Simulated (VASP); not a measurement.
# From one sheet to two: 2H-MoS2 monolayer, part 6 of 9

Aim: relax 2H-MoS2 monolayer, place its levels against the vacuum, then find how two sheets stack and bind.

VASP 6.6.1, plane waves and PAW; the level of theory is named at each step.

So far. Step 6 (The slab in a field, field 0.1): Energy at zero smearing: -44.39623 eV.

## (8) A rigid stacking

This step: r2SCAN with rVV10, no spin polarisation; plane waves and PAW (Mo, S) (VASP 6.6.1).

System of this step: bilayer of 2H-MoS2 monolayer. The cell holds 6 atoms: 2 Mo and 4 S. Its edges and angles: a = 3.174 Å, b = 3.174 Å, c = 26.335 Å, α = 90.0°, β = 90.0°, γ = 120.0°. upper sheet same orientation, shifted by (0.00, 0.00). Vacuum lies along c.

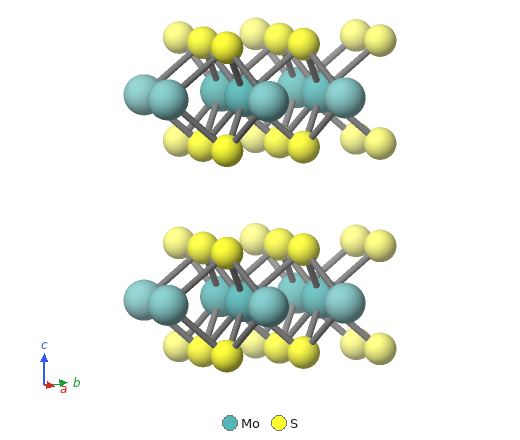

The cell of this step (molybdenum teal, sulfur yellow). 2×2×1 cells are drawn. Some periodic images of atoms are drawn too.

Two rigid sheets are set at a typed distance in several high-symmetry stackings, to find where to start. The upper sheet is shifted or turned in the plane and never flipped over.

File INCAR:

```
SYSTEM = MoS2
PREC = Normal
ENCUT = 350
EDIFF = 1E-05
NELM = 120
ISMEAR = 0
SIGMA = 0.03
LREAL = .FALSE.
ALGO = Normal
METAGGA = R2SCAN
LUSE_VDW = .TRUE.
IVDW_NL = 2
BPARAM = 11.95
CPARAM = 0.0093
LASPH = .TRUE.
NBANDS = 24
LORBIT = 11
LWAVE = .FALSE.
LCHARG = .FALSE.
KPAR = 4
IDIPOL = 3
LDIPOL = .TRUE.
DIPOL = 0.5 0.5 0.5
```

File POSCAR:

```
MoS2
1.0
    3.1738069310      0.0000000000      0.0000000000
   -1.5869034655      2.7485974289      0.0000000000
    0.0000000000      0.0000000000     26.3345862128
Mo S
2 4
Direct
    0.3333333300      0.6666666700      0.3819557500
    0.3333333300      0.6666666700      0.6180442500
    0.6666666700      0.3333333300      0.3227694500
    0.6666666700      0.3333333300      0.4411420400
    0.6666666700      0.3333333300      0.5588579600
    0.6666666700      0.3333333300      0.6772305500
```

File KPOINTS:

```
Automatic mesh
0
Gamma
12 12 1
0 0 0
```

PAW data sets: Mo and S (PBE family, release 64).

On the command line:

```bash
mpirun -np 4 vasp_std
```

What it wrote:

```text
[banner, memory and clock lines left out]
running    4 mpi-ranks, on    1 nodes
 distrk:  each k-point on    1 cores,    4 groups
 distr:  one band on    1 cores,    1 groups

 POSCAR found type information on POSCAR MoS
 POSCAR found :  2 types and       6 ions
 [... a notice as in an earlier step ...]

 [... a notice as in an earlier step ...]

 LDA part: xc-table for (None), standard interpolation
 POSCAR, INCAR and KPOINTS ok, starting setup
 FFT: planning ... GRIDC
 FFT: planning ... GRID_SOFT
 FFT: planning ... GRID
 WAVECAR not read
 entering main loop
       N       E                     dE             d eps       ncg     rms          rms(c)
Total rVV10 correction in eV:      0.9305778    48.4722194
Total rVV10 correction in eV:      0.9305778    48.4722194
Total rVV10 correction in eV:      0.9305778    48.4722194
Total rVV10 correction in eV:      0.9305778    48.4722194
DAV:   1     0.170896097677E+03    0.17090E+03   -0.11711E+04   912   0.888E+02
DAV:   2    -0.747269242563E+02   -0.24562E+03   -0.23793E+03  1344   0.220E+02
DAV:   3    -0.972106275821E+02   -0.22484E+02   -0.22292E+02  1192   0.760E+01
DAV:   4    -0.978093866294E+02   -0.59876E+00   -0.59694E+00  1344   0.137E+01
DAV:   5    -0.978228196970E+02   -0.13433E-01   -0.13427E-01  1200   0.204E+00    0.373E+01
Total rVV10 correction in eV:      0.9329266    48.4724388
Total rVV10 correction in eV:      0.9329266    48.4724388
Total rVV10 correction in eV:      0.9329266    48.4724388
Total rVV10 correction in eV:      0.9329266    48.4724388
DAV:   6    -0.895988635424E+02    0.82240E+01   -0.22735E+01  1192   0.251E+01    0.163E+01
Total rVV10 correction in eV:      0.9256007    48.4737662
Total rVV10 correction in eV:      0.9256007    48.4737662
Total rVV10 correction in eV:      0.9256007    48.4737662
Total rVV10 correction in eV:      0.9256007    48.4737662
DAV:   7    -0.891435330711E+02    0.45533E+00   -0.94510E+00  1176   0.197E+01    0.108E+01
Total rVV10 correction in eV:      0.9317919    48.4734322
Total rVV10 correction in eV:      0.9317919    48.4734322
Total rVV10 correction in eV:      0.9317919    48.4734322
Total rVV10 correction in eV:      0.9317919    48.4734322
DAV:   8    -0.887750477109E+02    0.36849E+00   -0.12247E+00  1272   0.694E+00    0.188E+00
Total rVV10 correction in eV:      0.9362160    48.4733739
Total rVV10 correction in eV:      0.9362160    48.4733739
Total rVV10 correction in eV:      0.9362160    48.4733739
Total rVV10 correction in eV:      0.9362160    48.4733739
DAV:   9    -0.887952868667E+02   -0.20239E-01   -0.12847E-01  1328   0.203E+00    0.415E-01
Total rVV10 correction in eV:      0.9385984    48.4733211
Total rVV10 correction in eV:      0.9385984    48.4733211
Total rVV10 correction in eV:      0.9385984    48.4733211
Total rVV10 correction in eV:      0.9385984    48.4733211
DAV:  10    -0.887940480339E+02    0.12388E-02   -0.14301E-02  1288   0.724E-01    0.344E-01
Total rVV10 correction in eV:      0.9410974    48.4731451
Total rVV10 correction in eV:      0.9410974    48.4731451
Total rVV10 correction in eV:      0.9410974    48.4731451
Total rVV10 correction in eV:      0.9410974    48.4731451
DAV:  11    -0.887946433372E+02   -0.59530E-03   -0.21291E-03  1288   0.326E-01    0.103E-01
Total rVV10 correction in eV:      0.9421653    48.4730048
Total rVV10 correction in eV:      0.9421653    48.4730048
Total rVV10 correction in eV:      0.9421653    48.4730048
Total rVV10 correction in eV:      0.9421653    48.4730048
DAV:  12    -0.887950687935E+02   -0.42546E-03   -0.50953E-04  1160   0.138E-01    0.837E-02
Total rVV10 correction in eV:      0.9429811    48.4728084
Total rVV10 correction in eV:      0.9429811    48.4728084
Total rVV10 correction in eV:      0.9429811    48.4728084
Total rVV10 correction in eV:      0.9429811    48.4728084
DAV:  13    -0.887954182335E+02   -0.34944E-03   -0.18350E-04  1120   0.797E-02    0.456E-02
Total rVV10 correction in eV:      0.9437403    48.4725852
Total rVV10 correction in eV:      0.9437403    48.4725852
Total rVV10 correction in eV:      0.9437403    48.4725852
Total rVV10 correction in eV:      0.9437403    48.4725852
DAV:  14    -0.887957932966E+02   -0.37506E-03   -0.11074E-04  1104   0.573E-02    0.207E-02
Total rVV10 correction in eV:      0.9441139    48.4724523
Total rVV10 correction in eV:      0.9441139    48.4724523
Total rVV10 correction in eV:      0.9441139    48.4724523
Total rVV10 correction in eV:      0.9441139    48.4724523
DAV:  15    -0.887959888905E+02   -0.19559E-03   -0.27774E-05  1048   0.288E-02    0.182E-02
Total rVV10 correction in eV:      0.9444912    48.4722446
Total rVV10 correction in eV:      0.9444912    48.4722446
Total rVV10 correction in eV:      0.9444912    48.4722446
Total rVV10 correction in eV:      0.9444912    48.4722446
DAV:  16    -0.887963802258E+02   -0.39134E-03   -0.89760E-05  1008   0.544E-02    0.104E-02
Total rVV10 correction in eV:      0.9445276    48.4722196
Total rVV10 correction in eV:      0.9445276    48.4722196
Total rVV10 correction in eV:      0.9445276    48.4722196
Total rVV10 correction in eV:      0.9445276    48.4722196
DAV:  17    -0.887964574575E+02   -0.77232E-04   -0.84559E-06   864   0.156E-02    0.378E-03
Total rVV10 correction in eV:      0.9445291    48.4722194
Total rVV10 correction in eV:      0.9445291    48.4722194
Total rVV10 correction in eV:      0.9445291    48.4722194
Total rVV10 correction in eV:      0.9445291    48.4722194
DAV:  18    -0.887965491271E+02   -0.91670E-04   -0.30916E-05   904   0.200E-02    0.317E-03
Total rVV10 correction in eV:      0.9444875    48.4722310
Total rVV10 correction in eV:      0.9444875    48.4722310
Total rVV10 correction in eV:      0.9444875    48.4722310
Total rVV10 correction in eV:      0.9444875    48.4722310
DAV:  19    -0.887965717946E+02   -0.22668E-04   -0.34125E-06   776   0.113E-02    0.243E-03
Total rVV10 correction in eV:      0.9444763    48.4722496
Total rVV10 correction in eV:      0.9444763    48.4722496
Total rVV10 correction in eV:      0.9444763    48.4722496
Total rVV10 correction in eV:      0.9444763    48.4722496
DAV:  20    -0.887965825636E+02   -0.10769E-04   -0.95415E-07   640   0.681E-03    0.848E-04
Total rVV10 correction in eV:      0.9444728    48.4722588
Total rVV10 correction in eV:      0.9444728    48.4722588
Total rVV10 correction in eV:      0.9444728    48.4722588
Total rVV10 correction in eV:      0.9444728    48.4722588
DAV:  21    -0.887965913129E+02   -0.87493E-05   -0.11440E-06   672   0.721E-03
Total rVV10 correction in eV:      0.9444712    48.4722440
Total rVV10 correction in eV:      0.9444712    48.4722440
Total rVV10 correction in eV:      0.9444712    48.4722440
Total rVV10 correction in eV:      0.9444712    48.4722440
Total rVV10 correction in eV:      0.9444709    48.4722519
Total rVV10 correction in eV:      0.9444709    48.4722519
Total rVV10 correction in eV:      0.9444709    48.4722519
Total rVV10 correction in eV:      0.9444709    48.4722519
   1 F= -.88796591E+02 E0= -.88796591E+02  d E =-.515159E-16
```

Elapsed: 1.7 min, on 4 MPI ranks of AMD EPYC 7R43, shared host; peak memory 1.2 GiB.

From OUTCAR (step 8):

```text
   k-points           NKPTS =     19   k-points in BZ     NKDIM =     19   number of bands    NBANDS=     24

   ENCUT  =  350.0 eV  25.72 Ry    5.07 a.u.   4.84  4.84 40.17*2*pi/ulx,y,z

   NELECT =      36.0000    total number of electrons

 E-fermi :  -0.2057

 k-point     1 :       0.0000    0.0000    0.0000
  band No.  band energies     occupation
    ...
     14      -2.5413      2.00000
     15      -2.5413      2.00000
     16      -2.2676      2.00000
     17      -1.1917      2.00000
     18      -0.3658      2.00000
     19       1.9500      0.00000
     20       1.9502      0.00000
     21       2.0638      0.00000
     22       2.0659      0.00000
     23       2.2097      0.00000
    ...

  Total        0.0368057      0.0368057      1.8599522      0.0000000      0.0000000      0.0000000
  in kB        0.2566895      0.2566895     12.9716200      0.0000000      0.0000000      0.0000000
  external PRESSURE =       4.4949997 kB  Pullay stress =       0.0000000 kB

 POSITION                                       TOTAL-FORCE (eV/Angst)
 -----------------------------------------------------------------------------------
     -0.00000      1.83240     10.05865        -0.000000     -0.000000     -0.069389
     -0.00000      1.83240     16.27594        -0.000000     -0.000000      0.069389
      1.58690      0.91620      8.50000         0.000000     -0.000000     -0.025524
      1.58690      0.91620     11.61729        -0.000000      0.000000     -0.433375
      1.58690      0.91620     14.71729        -0.000000      0.000000      0.433375
      1.58690      0.91620     17.83459         0.000000     -0.000000      0.025524
 -----------------------------------------------------------------------------------
    total drift:                               -0.000036      0.000021      0.000000

  FREE ENERGIE OF THE ION-ELECTRON SYSTEM (eV)
  ---------------------------------------------------
  free  energy   TOTEN  =       -88.7965913129 eV

  energy  without entropy=      -88.7965913129  energy(sigma->0) =      -88.79659131

 vacuum level on the upper side and lower side of the slab         5.174         5.174

[... 2 parts as in an earlier step ...]

[... 14 further parts left out ...]
```

This step gave:

| Item | Value |
| --- | --- |
| electronic cycles | 21 |
| electrons | 36 |
| free energy (TOTEN) | -88.7966 eV |
| Fermi energy | -0.2057 eV |
| gap on the k-mesh | 1.194 eV |
| least direct gap on the k-mesh | 1.766 eV |

Force by atom:

```tsv
atom	x (eV/Å)	y (eV/Å)	z (eV/Å)	size
Mo1	0.000	0.000	-0.069	0.069
Mo2	0.000	0.000	0.069	0.069
S3	0.000	0.000	-0.026	0.026
S4	0.000	0.000	-0.433	0.433
S5	0.000	0.000	0.433	0.433
S6	0.000	0.000	0.026	0.026
```

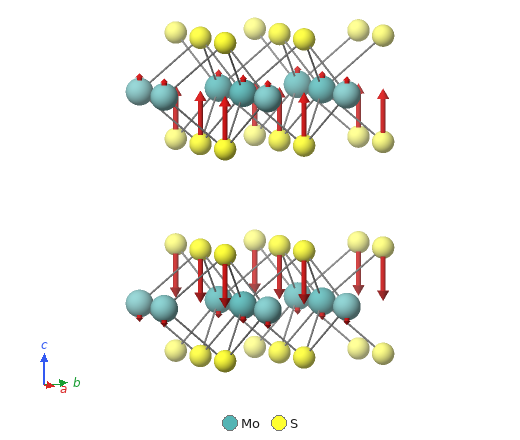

Force as arrows, the longest 0.433 eV/Å. 2×2×1 cells are drawn. Some periodic images of atoms are drawn too.

Energy at zero smearing: -88.79659 eV.

## (9) A rigid stacking

INCAR is that of step 8.

File POSCAR:

```
MoS2
1.0
    3.1738069310      0.0000000000      0.0000000000
   -1.5869034655      2.7485974289      0.0000000000
    0.0000000000      0.0000000000     26.3345862128
Mo S
2 4
Direct
    0.3333333300      0.6666666700      0.3819557500
    0.6666666700      0.3333333300      0.6180442500
    0.6666666700      0.3333333300      0.3227694500
    0.6666666700      0.3333333300      0.4411420400
    0.0000000000      1.0000000000      0.5588579600
    0.0000000000      1.0000000000      0.6772305500
```

KPOINTS is that of step 8.

On the command line:

```bash
mpirun -np 4 vasp_std
```

What it wrote:

```text
[... set-up lines as in an earlier step ...]
 entering main loop
       N       E                     dE             d eps       ncg     rms          rms(c)
Total rVV10 correction in eV:      0.9297547    48.4722166
Total rVV10 correction in eV:      0.9297547    48.4722166
Total rVV10 correction in eV:      0.9297547    48.4722166
Total rVV10 correction in eV:      0.9297547    48.4722166
DAV:   1     0.171538138553E+03    0.17154E+03   -0.11739E+04   912   0.889E+02
DAV:   2    -0.756662767445E+02   -0.24720E+03   -0.24085E+03  1392   0.220E+02
DAV:   3    -0.973438366439E+02   -0.21678E+02   -0.21466E+02  1176   0.753E+01
DAV:   4    -0.979308703674E+02   -0.58703E+00   -0.58497E+00  1304   0.137E+01
DAV:   5    -0.979466313843E+02   -0.15761E-01   -0.15754E-01  1168   0.220E+00    0.372E+01
Total rVV10 correction in eV:      0.9309697    48.4728438
Total rVV10 correction in eV:      0.9309697    48.4728438
Total rVV10 correction in eV:      0.9309697    48.4728438
Total rVV10 correction in eV:      0.9309697    48.4728438
[...]
Total rVV10 correction in eV:      0.9401082    48.4722086
DAV:  18    -0.889789362551E+02   -0.11176E-03   -0.13368E-05   848   0.151E-02    0.194E-03
Total rVV10 correction in eV:      0.9400611    48.4722101
Total rVV10 correction in eV:      0.9400611    48.4722101
Total rVV10 correction in eV:      0.9400611    48.4722101
Total rVV10 correction in eV:      0.9400611    48.4722101
DAV:  19    -0.889789809259E+02   -0.44671E-04   -0.86411E-06   808   0.117E-02    0.291E-03
Total rVV10 correction in eV:      0.9400393    48.4722184
Total rVV10 correction in eV:      0.9400393    48.4722184
Total rVV10 correction in eV:      0.9400393    48.4722184
Total rVV10 correction in eV:      0.9400393    48.4722184
DAV:  20    -0.889789880161E+02   -0.70902E-05   -0.84934E-07   592   0.655E-03
Total rVV10 correction in eV:      0.9400160    48.4722323
Total rVV10 correction in eV:      0.9400160    48.4722323
Total rVV10 correction in eV:      0.9400160    48.4722323
Total rVV10 correction in eV:      0.9400160    48.4722323
Total rVV10 correction in eV:      0.9400199    48.4722396
Total rVV10 correction in eV:      0.9400199    48.4722396
Total rVV10 correction in eV:      0.9400199    48.4722396
Total rVV10 correction in eV:      0.9400199    48.4722396
   1 F= -.88978988E+02 E0= -.88978988E+02  d E =-.571007E-13
```

Wall time 95 s (4 MPI ranks); peak memory 1.2 GiB; 6.3 min of CPU time.

Parts of OUTCAR (step 9):

```text
  Total        0.0638339      0.0638339     -0.0327894     -0.0000000      0.0000000      0.0000000
  in kB        0.4451887      0.4451887     -0.2286790     -0.0000000      0.0000000      0.0000000
  external PRESSURE =       0.2205661 kB  Pullay stress =       0.0000000 kB

 POSITION                                       TOTAL-FORCE (eV/Angst)
 -----------------------------------------------------------------------------------
     -0.00000      1.83240     10.05865        -0.000000      0.000000      0.007856
      1.58690      0.91620     16.27594         0.000000      0.000000      0.009387
      1.58690      0.91620      8.50000         0.000000     -0.000000     -0.017660
      1.58690      0.91620     11.61729         0.000000     -0.000000      0.005248
      0.00000      0.00000     14.71729        -0.000000      0.000000     -0.014217
      0.00000      0.00000     17.83459        -0.000000     -0.000000      0.009386
 -----------------------------------------------------------------------------------
    total drift:                               -0.000011      0.000003     -0.001414

  FREE ENERGIE OF THE ION-ELECTRON SYSTEM (eV)
  ---------------------------------------------------
  free  energy   TOTEN  =       -88.9789880161 eV

  energy  without entropy=      -88.9789880161  energy(sigma->0) =      -88.97898802

[... 2 parts as in an earlier step ...]

[... 1 further part left out ...]
[key lines of the parts left out:]
E-fermi :  -0.3633
```

Energy at zero smearing: -88.97899 eV.

## (10) A rigid stacking

INCAR is that of step 9.

Changes to POSCAR since step 9:

```diff
@@ -12,3 +12,3 @@
     0.6666666700      0.3333333300      0.4411420400
-    0.0000000000      1.0000000000      0.5588579600
-    0.0000000000      1.0000000000      0.6772305500
+    0.3333333300      0.6666666700      0.5588579600
+    0.3333333300      0.6666666700      0.6772305500
```

KPOINTS is that of step 9.

On the command line:

```bash
mpirun -np 4 vasp_std
```

What it wrote:

```text
[... set-up lines as in an earlier step ...]
 entering main loop
       N       E                     dE             d eps       ncg     rms          rms(c)
Total rVV10 correction in eV:      0.9297876    48.4722156
Total rVV10 correction in eV:      0.9297876    48.4722156
Total rVV10 correction in eV:      0.9297876    48.4722156
Total rVV10 correction in eV:      0.9297876    48.4722156
DAV:   1     0.171035831683E+03    0.17104E+03   -0.11730E+04   912   0.888E+02
DAV:   2    -0.755036475443E+02   -0.24654E+03   -0.24073E+03  1376   0.220E+02
DAV:   3    -0.973725044214E+02   -0.21869E+02   -0.21686E+02  1184   0.748E+01
DAV:   4    -0.979359490001E+02   -0.56344E+00   -0.56189E+00  1320   0.135E+01
DAV:   5    -0.979503112101E+02   -0.14362E-01   -0.14358E-01  1168   0.209E+00    0.372E+01
Total rVV10 correction in eV:      0.9308750    48.4725944
Total rVV10 correction in eV:      0.9308750    48.4725944
Total rVV10 correction in eV:      0.9308750    48.4725944
Total rVV10 correction in eV:      0.9308750    48.4725944
[...]
Total rVV10 correction in eV:      0.9397740    48.4722161
DAV:  19    -0.889808960187E+02   -0.13391E-04   -0.57072E-06   808   0.119E-02    0.190E-03
Total rVV10 correction in eV:      0.9397640    48.4722267
Total rVV10 correction in eV:      0.9397640    48.4722267
Total rVV10 correction in eV:      0.9397640    48.4722267
Total rVV10 correction in eV:      0.9397640    48.4722267
DAV:  20    -0.889809068385E+02   -0.10820E-04   -0.85698E-07   616   0.635E-03    0.117E-03
Total rVV10 correction in eV:      0.9397503    48.4722419
Total rVV10 correction in eV:      0.9397503    48.4722419
Total rVV10 correction in eV:      0.9397503    48.4722419
Total rVV10 correction in eV:      0.9397503    48.4722419
DAV:  21    -0.889809130427E+02   -0.62042E-05   -0.14926E-06   664   0.905E-03
Total rVV10 correction in eV:      0.9397505    48.4722259
Total rVV10 correction in eV:      0.9397505    48.4722259
Total rVV10 correction in eV:      0.9397505    48.4722259
Total rVV10 correction in eV:      0.9397505    48.4722259
Total rVV10 correction in eV:      0.9397487    48.4722373
Total rVV10 correction in eV:      0.9397487    48.4722373
Total rVV10 correction in eV:      0.9397487    48.4722373
Total rVV10 correction in eV:      0.9397487    48.4722373
   1 F= -.88980913E+02 E0= -.88980913E+02  d E =-.923574E-18
```

It took 95 s on 4 MPI ranks; peak memory 1.2 GiB.

From OUTCAR (step 10):

```text
  Total        0.0126562      0.0126562      0.0226835      0.0000000      0.0000000      0.0000000
  in kB        0.0882662      0.0882662      0.1581985      0.0000000      0.0000000      0.0000000
  external PRESSURE =       0.1115770 kB  Pullay stress =       0.0000000 kB

 POSITION                                       TOTAL-FORCE (eV/Angst)
 -----------------------------------------------------------------------------------
     -0.00000      1.83240     10.05865         0.000000     -0.000000     -0.016168
      1.58690      0.91620     16.27594        -0.000000      0.000000      0.016168
      1.58690      0.91620      8.50000         0.000000      0.000000     -0.012063
      1.58690      0.91620     11.61729        -0.000000      0.000000      0.015375
     -0.00000      1.83240     14.71729         0.000000     -0.000000     -0.015375
     -0.00000      1.83240     17.83459        -0.000000      0.000000      0.012063
 -----------------------------------------------------------------------------------
    total drift:                               -0.000000      0.000000      0.000000

  FREE ENERGIE OF THE ION-ELECTRON SYSTEM (eV)
  ---------------------------------------------------
  free  energy   TOTEN  =       -88.9809130427 eV

  energy  without entropy=      -88.9809130427  energy(sigma->0) =      -88.98091304

[... 2 parts as in an earlier step ...]

[... 1 further part left out ...]
[key lines of the parts left out:]
E-fermi :  -0.3389
```

Energy at zero smearing: -88.98091 eV.

(Part 6 of 9 ends here.)

[Lines on the potential files, build, host, timing and source positions are cut from VASP's logs without a mark.]

[Logs are printed without paths, hosts, clocks, repeated set-up lines and the standing remarks that a program may print on its own settings, such as how far it seeks lower states.]

[Hosts, paths, dates, database ids (printed as entryN), source tags and the programs' standing remarks are cut or masked in the printed files.]

[Runs that stopped without an error message from VASP are left out.]
